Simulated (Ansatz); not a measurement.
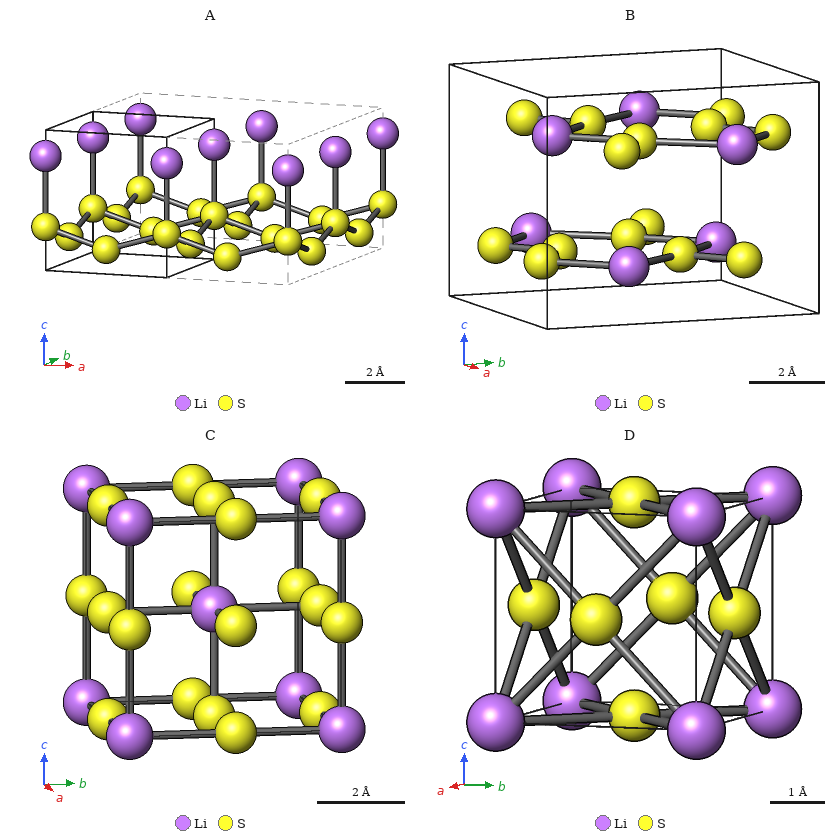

Four structures of LiS₃, each relaxed to rest (conventional cells in solid outline, small ones repeated, each panel with its own scale). Method: DFT PBE, scalar-relativistic, plane waves, PAW (Ansatz 0.2.0), without spin polarisation.

> Name the structure in each panel.

A: 4 atoms a cell on a primitive tetragonal lattice, P4mm; B: 16 atoms a cell on a base-centred orthorhombic lattice, Cmcm; C: 8 atoms a cell on a body-centred cubic lattice, Im-3m; D: Cu₃Au (L1₂) type, Pm-3m.

> Rank them by energy, lowest first.

B, then C (+136 meV/atom), A (+406 meV/atom) and D (+637 meV/atom), energies at zero smearing.

> Collect the results in a table.

| panel | structure | E − E(lowest) (meV/atom) | volume (Å³/atom) | gap (eV) |
| --- | --- | --- | --- | --- |
| B | Cmcm | 0 | 21.4 | metal |
| C | Im-3m | 136 | 15.9 | metal |
| A | P4mm | 406 | 24.1 | metal |
| D | Pm-3m | 637 | 16.1 | metal |

Some of these may be structure types tried for this composition rather than known phases, and the most stable form need not be among them. Gaps are taken on the k-mesh or band path of each run.
